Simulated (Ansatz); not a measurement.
**Run report: Si₁₃C₁₂, geometry relaxation (part 1 of 4)**

The run: geometry relaxation of Si₁₃C₁₂ (slab, 25 atoms in the cell). Method and program: DFT PBE, scalar-relativistic, plane waves, PAW, PAW set soft_1, spin-polarised (Ansatz 0.2.0).

The structure derives from an entry of the Crystallography Open Database. The input holds or restrains some coordinates. Figures and captions count atoms from 1; the log counts them from 0 in places.

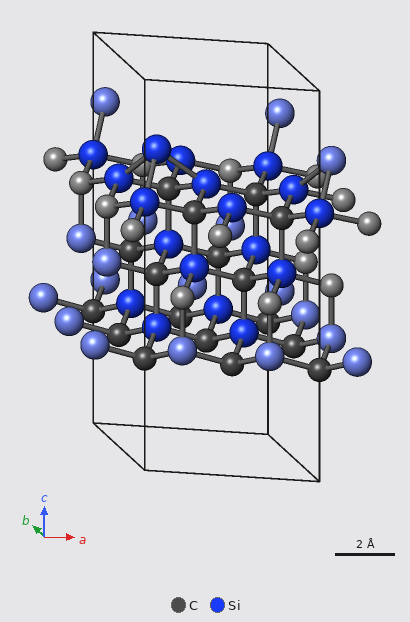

**Figure 1.** The starting structure (ball-and-stick view of the cell of the calculation, with the vacuum cut short, seen slightly off an axis; neighbours outside the cell are drawn fainter).

## Results in brief

- outcome: converged under the restraints of the input
- electrons treated: 100
- free energy: −11267.0091 eV
- work function, top face: 4.58 eV
- work function, bottom face: 6.01 eV
- Fermi energy: 0.677 eV
- gap on the k-point mesh: none (metallic)
- net moment of the cell: 3.05 μB
- integrated absolute moment: 4.10 μB
- final volume: 701.39 Å³
- work function (upper face): 4.58 eV
- largest force (length of the vector) at the end, held atoms and coordinates included: 3.350 eV/Å
- hardware: 4 threads of Arm Neoverse N1, 98 GiB of memory available, shared host
- wall time: 4.4 min (CPU time 17 min)
- peak memory: 1.7 GiB

## Notes

Notes on the run: the exchange-correlation potential is rough where the density is thin.

## Input
```yaml
crystal:
  lattice:
    - [6.1934779671, 0.0, 0.0]
    - [-3.0967389835, 5.3637092573, 0.0]
    - [0.0, 0.0, 21.1135571647]
  atoms:
    - { symbol: C, position: [0.0, 0.0, 0.1894517333] }
    - { symbol: C, position: [0.0, 0.5, 0.1894517333] }
    - { symbol: C, position: [0.5, 0.0, 0.1894517333] }
    - { symbol: C, position: [0.5, 0.5, 0.1894517333] }
    - { symbol: Si, position: [0.1666666667, 0.3333333333, 0.2193907527] }
    - { symbol: Si, position: [0.1666666667, 0.8333333333, 0.2193907527] }
    - { symbol: Si, position: [0.6666666667, 0.3333333333, 0.2193907527] }
    - { symbol: Si, position: [0.6666666667, 0.8333333333, 0.2193907527] }
    - { symbol: C, position: [0.1666666667, 0.3333333333, 0.309207811] }
    - { symbol: C, position: [0.1666666667, 0.8333333333, 0.309207811] }
    - { symbol: C, position: [0.6666666667, 0.3333333333, 0.309207811] }
    - { symbol: C, position: [0.6666666667, 0.8333333333, 0.309207811] }
    - { symbol: Si, position: [0.3333333333, 0.1666666667, 0.3368741971] }
    - { symbol: Si, position: [0.3333333333, 0.6666666667, 0.3368741971] }
    - { symbol: Si, position: [0.8333333333, 0.1666666667, 0.3368741971] }
    - { symbol: Si, position: [0.8333333333, 0.6666666667, 0.3368741971] }
    - { symbol: C, position: [0.3333333333, 0.1666666667, 0.4307637247] }
    - { symbol: C, position: [0.3333333333, 0.6666666667, 0.4307637247] }
    - { symbol: C, position: [0.8333333333, 0.1666666667, 0.4307637247] }
    - { symbol: C, position: [0.8333333333, 0.6666666667, 0.4307637247] }
    - { symbol: Si, position: [0.0, 0.0, 0.4553262669] }
    - { symbol: Si, position: [0.0, 0.5, 0.4553262669] }
    - { symbol: Si, position: [0.5, 0.0, 0.4553262669] }
    - { symbol: Si, position: [0.5, 0.5, 0.4553262669] }
    - { symbol: Si, position: [0.1666666667, 0.3333333333, 0.5213684471], spin: 2.0 }
basis:
  ecutwfc: 420
kpoints:
  mp_grid: { grid: [6, 6, 1] }
hamiltonian:
  xc: pbe
  pseudopotentials: { kind: paw, azcp: { folder: soft_1 } }
scf:
  occupations: { method: gaussian, width: 0.05 }
output:
  forces: true
  eigenvalues: true
  populations: true
  write_density: true
  write_potential: true
  elf: true
  volumetric_format: npy
magnetization:
  spin_polarized: true
relax:
  adjacent_minimum: "off"
  f_tol: 0.025
  max_steps: 16
  constraints:
    - { sites: [0, 1, 2, 3, 4, 5, 6, 7, 8, 9, 10, 11, 12, 13, 14, 15, 16, 17, 18, 19, 20, 21, 22, 23] }
    - { sites: [24], fix: xy }
efield:
  axis: 3
  dipole_correction: true
  ramp_width: 0.04
```

Command:
```bash
ansatz run input.yaml --threads 4 --pin off --max-ram 12288MiB --backend cpu --events-out ev --progress --plain --runs-dir out
```

## The program's output
```
Engine: ansatz 0.2.0, aarch64-unknown-linux-gnu
Pseudopotentials: kind: paw
Pseudopotential: C, paw, valence charge 4, recommended cutoff 420 eV (normal), [file]
Pseudopotential: Si, paw, valence charge 4, recommended cutoff 420 eV (normal), [file]
Functional definition: PBE
  parameter kappa = 0.804
  parameter beta = 0.06672455060314922
  exchange = pbe_x(kappa = kappa, mu = beta*pi^2/3)
  correlation = pbe_c(beta = beta)
Crystal: 25 atoms, lattice volume = 701.393 Å³
Basis set: ecut = 420 eV, 13781 PW (Γ), exchange–correlation on 90×90×288 points (8 copies of the dense FFT grid, shifted against one another)
Bands: 76, of which v1, the nominal top of the filled ones, is band 50 counted from 1 (49 counted from 0)
Symmetry: 6 space group operations
k-points: 7 of 36 (time reversal used)
Non-local potential: C, projectors of the file, l = 0: 2, l = 1: 2, l = 2: 1
Non-local potential: Si, projectors of the file, l = 0: 2, l = 1: 2, l = 2: 1
PAW form: soft (Blöchl's): semilocal exchange-correlation on the pseudo side does not see the compensation charge
PAW one-centre angular grid: C, 110 points (default); XC on 64 Gauss nodes
PAW one-centre angular grid: Si, 110 points (default); XC on 64 Gauss nodes
Initial density: superposition of atomic densities (neutral atoms: chi_scale 0, normalization atom)
Starting moments: Σ|m| = 2 μB on 1 of 25 sites
Initial wavefunctions: pseudopotential atomic-orbital guess
Functional: x = pbe(κ = 0.804, μ = 0.2195149727645171), c = pbe(β = 0.06672455060314922)
SCF iter   1: F=—  HF=-11290.400900 eV  |F-HF|=—  |Δ(HF+E_count)|=         —  Δρ=4.79e-2 (↑4.79e-2 ↓4.60e-2)  dr2=2.01e2  dr2_m=2.10e-1  M=2.000 μB ∫|m|=2.001 μB  β_m=0.30  ethr=3.10e-3  p=-0.000 e·Å  D=-1.27e-7 V/Å  ΔV_dip=0.00 eV  dr2_dipole=7.31e1  V_vac-E_F(+/−)=8.56/8.56 eV  ⟨swp⟩=9.4  Hψ=6513  notcnv=0  defer=154
efield: sawtooth ramp at fractional position 0.8354 (placed from the atoms, in the widest stretch of the axis that holds none; the zero of the levels goes with the place), width 0.0400; the density the first Hamiltonian is built on has a dipole p = -0.000 e·Å; the dipole correction subtracts the counter field D = -1.27e-7 V/Å, which shifts the + side's vacuum level by +0.00 eV against the − side's; the planar-averaged density in the ramp window peaks in size at 2.1e-7 e/Å³
preconditioner: auto → Resta (q_TF=auto, 1.972 Å⁻¹)  ε∞=2.4  [insulator: Δε(μ)=0.326 eV  Ē_g=11.808 eV  σ=0.050 eV  W_gap=1.00  n_scr=78 (ndim 8)  ℏωp=14.0 eV  f_vac=0.515  D(μ)=0.00/eV (n_scr^D=0)  ε∞_Penn≈2.4  vacuum switching on, ρ_ref=1.0e-2 e/Å³]
spin=Collinear: Resta preconditioning applied to the charge; magnetization (m = ρ↑ − ρ↓) channel mixes plain (no charge-response kernel on spin).
SCF iter   2: F=—  HF=-11389.216983 eV  |F-HF|=—  |Δ(HF+E_count)|=    9.88e1  Δρ=6.84e-2 (↑6.48e-2 ↓6.84e-2)  dr2=3.80e3  dr2_m=1.60e-1  M=0.722 μB ∫|m|=0.830 μB  β_m=0.30  ethr=3.10e-3  p=3.119 e·Å  D=8.05e-1 V/Å  ΔV_dip=-16.99 eV  dr2_dipole=2.51e3  V_vac-E_F(+/−)=-1.96/15.03 eV  ⟨swp⟩=17.4  Hψ=7528  notcnv=0  defer=301  κ⁻¹=1.0e0(r=1)
preconditioner: auto → LDOS  [metal: Δε(μ)=0.018 eV  Ē_g=11.646 eV  σ=0.050 eV  W_gap=0.20  n_scr=78 (ndim 8)  ℏωp=13.9 eV  f_vac=0.521  D(μ)=8.70/eV (n_scr^D=52)]
spin=Collinear: LDOS preconditioning applied to the charge; magnetization (m = ρ↑ − ρ↓) channel mixes plain (no charge-response kernel on spin).
SCF iter   3: F=—  HF=-11270.896733 eV  |F-HF|=—  |Δ(HF+E_count)|=    1.18e2  Δρ=2.41e-2 (↑2.36e-2 ↓2.41e-2)  dr2=2.47e1  dr2_m=7.41e-2  M=0.198 μB ∫|m|=0.355 μB  β_m=0.30  ethr=3.10e-3  p=0.387 e·Å  D=9.99e-2 V/Å  ΔV_dip=-2.11 eV  dr2_dipole=2.96e0  V_vac-E_F(+/−)=6.55/8.65 eV  ⟨swp⟩=7.6  Hψ=4650  notcnv=0  defer=266  κ⁻¹=6.1e-4(r=2)
SCF iter   4: F=—  HF=-11266.609260 eV  |F-HF|=—  |Δ(HF+E_count)|=    4.29e0  Δρ=1.29e-2 (↑1.21e-2 ↓1.29e-2)  dr2=1.31e1  dr2_m=3.67e-2  M=0.294 μB ∫|m|=0.485 μB  β_m=0.30  ethr=3.10e-3  p=0.686 e·Å  D=1.77e-1 V/Å  ΔV_dip=-3.74 eV  dr2_dipole=5.61e0  V_vac-E_F(+/−)=4.36/8.09 eV  ⟨swp⟩=4.1  Hψ=2108  notcnv=0  defer=272  κ⁻¹=1.4e-4(r=3)
SCF iter   5: F=—  HF=-11265.824185 eV  |F-HF|=—  |Δ(HF+E_count)|=   7.85e-1  Δρ=7.63e-3 (↑7.29e-3 ↓7.63e-3)  dr2=2.94e0  dr2_m=3.48e-2  M=0.379 μB ∫|m|=0.511 μB  β_m=0.30  ethr=3.10e-3  p=0.635 e·Å  D=1.64e-1 V/Å  ΔV_dip=-3.46 eV  dr2_dipole=6.39e-1  V_vac-E_F(+/−)=4.22/7.67 eV  ⟨swp⟩=3.4  Hψ=1267  notcnv=0  defer=271  κ⁻¹=7.5e-5(r=4)
SCF iter   6: F=—  HF=-11265.663503 eV  |F-HF|=—  |Δ(HF+E_count)|=   1.61e-1  Δρ=5.77e-3 (↑5.77e-3 ↓5.01e-3)  dr2=2.16e0  dr2_m=6.27e-2  M=0.706 μB ∫|m|=0.788 μB  β_m=0.30  ethr=2.94e-3  p=0.568 e·Å  D=1.46e-1 V/Å  ΔV_dip=-3.09 eV  dr2_dipole=3.67e-1  V_vac-E_F(+/−)=4.17/7.25 eV  ⟨swp⟩=1.7  Hψ=1201  notcnv=0  defer=259  κ⁻¹=5.2e-6(r=5)
SCF iter   7: F=—  HF=-11265.658430 eV  |F-HF|=—  |Δ(HF+E_count)|=   5.07e-3  Δρ=6.07e-3 (↑4.04e-3 ↓6.07e-3)  dr2=2.02e0  dr2_m=8.55e-2  M=0.983 μB ∫|m|=1.091 μB  β_m=0.57  ethr=2.16e-3  p=0.536 e·Å  D=1.38e-1 V/Å  ΔV_dip=-2.92 eV  dr2_dipole=8.29e-1  V_vac-E_F(+/−)=4.29/7.21 eV  ⟨swp⟩=2.1  Hψ=1064  notcnv=0  defer=259
Mixer restart at iter 7: flushing history
spin-set hold released at iteration 7 (site moments contracting): the magnetisation degrees of freedom join the quasi-Newton model from the next iteration; the mixer history was flushed
SCF iter   8: F=—  HF=-11265.753535 eV  |F-HF|=—  |Δ(HF+E_count)|=   9.51e-2  Δρ=5.76e-3 (↑3.15e-3 ↓5.76e-3)  dr2=1.55e0  dr2_m=7.88e-2  M=1.526 μB ∫|m|=1.629 μB  β_m=0.35  ethr=2.02e-3  p=0.517 e·Å  D=1.33e-1 V/Å  ΔV_dip=-2.82 eV  dr2_dipole=6.06e-1  V_vac-E_F(+/−)=4.32/7.13 eV  ⟨swp⟩=1.9  Hψ=1117  notcnv=0  defer=258
density mixer auto → msr1: a metal under ldos (density of states about μ 0.96 of a free-electron gas's, 78 screened modes)
SCF iter   9: F=—  HF=-11266.064292 eV  |F-HF|=—  |Δ(HF+E_count)|=   3.11e-1  Δρ=5.68e-3 (↑5.38e-3 ↓5.68e-3)  dr2=5.54e-1  dr2_m=1.76e-1  M=3.245 μB ∫|m|=3.493 μB  β_m=0.82  ethr=1.55e-3  p=0.460 e·Å  D=1.19e-1 V/Å  ΔV_dip=-2.50 eV  dr2_dipole=1.95e-1  V_vac-E_F(+/−)=4.36/6.86 eV  ⟨swp⟩=3.1  Hψ=1611  notcnv=0  defer=258
SCF iter  10: F=—  HF=-11266.428338 eV  |F-HF|=—  |Δ(HF+E_count)|=   3.64e-1  Δρ=3.24e-3 (↑3.24e-3 ↓1.96e-3)  dr2=1.51e0  dr2_m=1.20e-2  M=3.848 μB ∫|m|=4.199 μB  β_m=0.39  ethr=5.54e-4  p=0.374 e·Å  D=9.66e-2 V/Å  ΔV_dip=-2.04 eV  dr2_dipole=7.32e-1  V_vac-E_F(+/−)=4.23/6.27 eV  ⟨swp⟩=4.1  Hψ=1902  notcnv=0  defer=270  recentre
SCF iter  11: F=—  HF=-11266.369366 eV  |F-HF|=—  |Δ(HF+E_count)|=   5.90e-2  Δρ=2.26e-3 (↑1.92e-3 ↓2.26e-3)  dr2=5.68e-1  dr2_m=1.29e-2  M=3.557 μB ∫|m|=4.009 μB  β_m=0.71  ethr=5.54e-4  p=0.370 e·Å  D=9.55e-2 V/Å  ΔV_dip=-2.02 eV  dr2_dipole=2.93e-1  V_vac-E_F(+/−)=4.31/6.33 eV  ⟨swp⟩=2.4  Hψ=1371  notcnv=0  defer=270
SCF iter  12: F=—  HF=-11266.178529 eV  |F-HF|=—  |Δ(HF+E_count)|=   1.91e-1  Δρ=4.70e-3 (↑4.70e-3 ↓3.88e-3)  dr2=5.57e-2  dr2_m=1.15e-1  M=3.283 μB ∫|m|=4.168 μB  β_m=0.85  ethr=5.54e-4  p=0.253 e·Å  D=6.54e-2 V/Å  ΔV_dip=-1.38 eV  dr2_dipole=1.67e-2  V_vac-E_F(+/−)=4.28/5.67 eV  ⟨swp⟩=3.3  Hψ=1571  notcnv=0  defer=271
SCF iter  13: F=—  HF=-11266.309430 eV  |F-HF|=—  |Δ(HF+E_count)|=   1.31e-1  Δρ=2.76e-3 (↑2.76e-3 ↓2.13e-3)  dr2=1.61e-1  dr2_m=3.36e-2  M=3.053 μB ∫|m|=3.743 μB  β_m=0.77  ethr=5.57e-5  p=0.302 e·Å  D=7.80e-2 V/Å  ΔV_dip=-1.65 eV  dr2_dipole=7.16e-2  V_vac-E_F(+/−)=4.47/6.11 eV  ⟨swp⟩=3.9  Hψ=2560  notcnv=0  defer=272
SCF iter  14: F=—  HF=-11266.322881 eV  |F-HF|=—  |Δ(HF+E_count)|=   1.35e-2  Δρ=2.43e-3 (↑2.43e-3 ↓1.72e-3)  dr2=6.27e-2  dr2_m=2.65e-2  M=3.055 μB ∫|m|=3.791 μB  β_m=0.68  ethr=5.57e-5  p=0.307 e·Å  D=7.91e-2 V/Å  ΔV_dip=-1.67 eV  dr2_dipole=2.65e-2  V_vac-E_F(+/−)=4.42/6.09 eV  ⟨swp⟩=2.1  Hψ=1505  notcnv=0  defer=272
SCF iter  15: F=—  HF=-11266.354994 eV  |F-HF|=—  |Δ(HF+E_count)|=   3.21e-2  Δρ=1.56e-3 (↑1.56e-3 ↓1.08e-3)  dr2=3.19e-2  dr2_m=1.07e-2  M=3.056 μB ∫|m|=3.870 μB  β_m=0.69  ethr=5.57e-5  p=0.299 e·Å  D=7.70e-2 V/Å  ΔV_dip=-1.63 eV  dr2_dipole=1.56e-2  V_vac-E_F(+/−)=4.41/6.04 eV  ⟨swp⟩=2.1  Hψ=1308  notcnv=0  defer=272
SCF iter  16: F=—  HF=-11266.376935 eV  |F-HF|=—  |Δ(HF+E_count)|=   2.19e-2  Δρ=3.65e-4 (↑3.65e-4 ↓2.32e-4)  dr2=1.00e-2  dr2_m=3.50e-4  M=3.056 μB ∫|m|=3.986 μB  β_m=0.75  ethr=3.19e-5  p=0.293 e·Å  D=7.57e-2 V/Å  ΔV_dip=-1.60 eV  dr2_dipole=4.80e-3  V_vac-E_F(+/−)=4.35/5.95 eV  ⟨swp⟩=2.7  Hψ=1561  notcnv=0  defer=272
SCF iter  17: F=—  HF=-11266.377494 eV  |F-HF|=—  |Δ(HF+E_count)|=   5.59e-4  Δρ=2.13e-4 (↑2.03e-4 ↓2.13e-4)  dr2=1.57e-3  dr2_m=1.87e-4  M=3.056 μB ∫|m|=4.016 μB  β_m=0.70  ethr=1.00e-5  p=0.304 e·Å  D=7.84e-2 V/Å  ΔV_dip=-1.65 eV  dr2_dipole=1.42e-4  V_vac-E_F(+/−)=4.31/5.97 eV  ⟨swp⟩=2.3  Hψ=1592  notcnv=0  defer=272
SCF iter  18: F=—  HF=-11266.377867 eV  |F-HF|=—  |Δ(HF+E_count)|=   3.72e-4  Δρ=1.40e-4 (↑1.22e-4 ↓1.40e-4)  dr2=3.18e-4  dr2_m=9.03e-5  M=3.056 μB ∫|m|=4.030 μB  β_m=0.71  ethr=1.57e-6  p=0.306 e·Å  D=7.89e-2 V/Å  ΔV_dip=-1.67 eV  dr2_dipole=7.03e-7  V_vac-E_F(+/−)=4.31/5.98 eV  ⟨swp⟩=2.4  Hψ=1530  notcnv=0  defer=271
SCF iter  19: F=—  HF=-11266.378113 eV  |F-HF|=—  |Δ(HF+E_count)|=   2.47e-4  Δρ=8.26e-5 (↑6.32e-5 ↓8.26e-5)  dr2=7.43e-5  dr2_m=2.97e-5  M=3.056 μB ∫|m|=4.041 μB  β_m=0.75  ethr=3.18e-7  p=0.307 e·Å  D=7.91e-2 V/Å  ΔV_dip=-1.67 eV  dr2_dipole=2.08e-5  V_vac-E_F(+/−)=4.30/5.97 eV  ⟨swp⟩=3.4  Hψ=1779  notcnv=0  defer=271
SCF iter  20: F=—  HF=-11266.378235 eV  |F-HF|=—  |Δ(HF+E_count)|=   1.21e-4  Δρ=4.74e-5 (↑4.74e-5 ↓4.47e-5)  dr2=6.87e-5  dr2_m=8.34e-6  M=3.056 μB ∫|m|=4.049 μB  β_m=0.67  ethr=7.43e-8  p=0.306 e·Å  D=7.89e-2 V/Å  ΔV_dip=-1.66 eV  dr2_dipole=1.13e-5  V_vac-E_F(+/−)=4.30/5.97 eV  ⟨swp⟩=3.2  Hψ=1817  notcnv=0  defer=268
SCF iter  21: F=—  HF=-11266.378253 eV  |F-HF|=—  |Δ(HF+E_count)|=   1.86e-5  Δρ=2.71e-5 (↑2.10e-5 ↓2.71e-5)  dr2=3.11e-6  dr2_m=3.47e-6  M=3.056 μB ∫|m|=4.052 μB  β_m=0.79  ethr=1.56e-8  p=0.305 e·Å  D=7.87e-2 V/Å  ΔV_dip=-1.66 eV  dr2_dipole=3.52e-7  V_vac-E_F(+/−)=4.30/5.97 eV  ⟨swp⟩=36.6  Hψ=16215  notcnv=0
SCF iter  22: F=—  HF=-11266.378268 eV  |F-HF|=—  |Δ(HF+E_count)|=   1.48e-5  Δρ=1.29e-5 (↑1.29e-5 ↓1.01e-5)  dr2=2.39e-6  dr2_m=6.91e-7  M=3.056 μB ∫|m|=4.054 μB  β_m=0.76  ethr=3.11e-9  p=0.305 e·Å  D=7.87e-2 V/Å  ΔV_dip=-1.66 eV  dr2_dipole=3.71e-8  V_vac-E_F(+/−)=4.31/5.97 eV  ⟨swp⟩=17.6  Hψ=10374  notcnv=0
SCF iter  23: F=-11266.378271 eV  HF=-11266.378271 eV  |F-HF|=6.35e-7  |Δ(HF+E_count)|=   3.45e-6  Δρ=5.72e-6 (↑4.41e-6 ↓5.72e-6)  dr2=1.03e-6  dr2_m=8.43e-8  M=3.056 μB ∫|m|=4.056 μB  ethr=2.39e-9  p=0.305 e·Å  D=7.87e-2 V/Å  ΔV_dip=-1.66 eV  dr2_dipole=2.96e-9  V_vac-E_F(+/−)=4.30/5.97 eV  ⟨swp⟩=18.0  Hψ=10207  notcnv=0
SCF 1 converged in 23 iterations: F = -11266.378271 eV  dr2 = 1.03e-6
  greatest PAW one-centre occupation: 0.706 electrons in one spin orbital (limit 2), on the Si atom at site 24 (counted from 0), in its partial waves of l = 0
relax step   1: F+E_penalty+E_count = -11266.37827074 eV  Δ(F+E_penalty+E_count) = +0.000e0 eV  max|allowed force component| = 3.773e0 eV/Å  Δτ_max = 0.0000 Å  (23 SCF iters, dr2 threshold 1.56e-5 eV, accepted)
Initial density: handed on by an earlier stage of this run
Starting moments: Σ|m| = 2 μB on 1 of 25 sites; this step starts from the density that it was given
Initial wavefunctions: those handed on with the density
iter 1 solved again at ethr=6.47e-5 eV; its pass at ethr=3.10e-3 eV (dr2=6.47e-2 eV) is discarded
```
